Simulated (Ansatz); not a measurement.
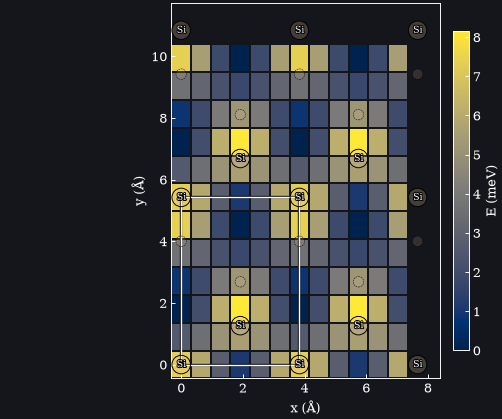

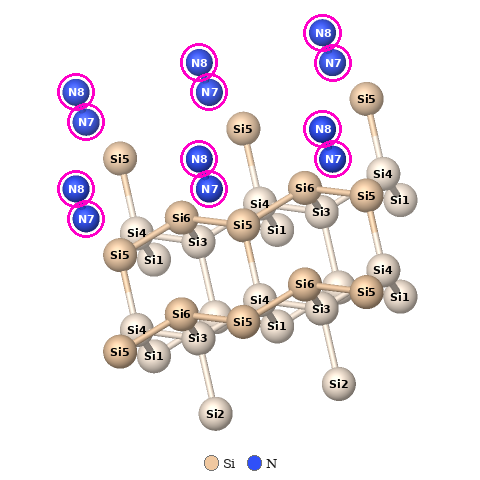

Energy landscape of N₂ on a Si(110) slab cut from the Fd-3m phase, its upper half relaxed before the scan (6 atoms of substrate and one adsorbate in a 1 × 1 cell). N2 is moved over the surface cell at a fixed height above a rigid substrate; the origin of the map has the adsorbate above Si5; the height is held at 3.70 Å. Places are given modulo a cell vector. The map is drawn in real space over the plane of the surface. The scan uses a 6 × 6 grid; 24 points were computed and 12 follow by symmetry. Energies: meV, counted from the lowest grid point. With one adsorbate in each 1 × 1 cell, its nearest image is 3.8 Å away, so neighbouring adsorbates interact. At a fixed height the lowest place need not be the adsorption site. Theory: Ansatz 0.2.0, DFT PBE+D3(BJ), scalar-relativistic, plane waves, PAW. Settings: cutoff 420 eV, k-mesh 7×5×1, gaussian smearing 0.05 eV, no spin polarisation.

The picture shows one coloured cell a grid point, labelled circles for the atoms of the top layer and small ones for the second layer, the outline of one cell of the 2 × 2 shown. The second picture is the structure at the lowest point; rings mark the moved atoms.

Question: Describe this landscape.

Answer: The lowest grid point is at (0/6, 2/6) of the cell vectors. The highest grid point, (3/6, 2/6) of the cell vectors, lies 8.1 meV above the lowest.

The values on the grid:

```
second ↓, first →  0/6  1/6  2/6  3/6  4/6  5/6
              5/6  7.4  5.5  1.8  0.0  1.8  5.5
              4/6  3.6  3.1  2.2  1.8  2.2  3.1
              3/6  0.8  1.9  4.0  5.1  4.0  1.9
              2/6  0.0  2.1  6.1  8.1  6.1  2.1
              1/6  2.6  3.6  5.1  5.6  5.1  3.6
              0/6  7.3  5.9  2.8  1.1  2.8  5.9
```

Time for the 24 points that were run: 6.7 min on 1 thread of Arm Neoverse V2 (shared host).

PAW datasets: the set soft_1.
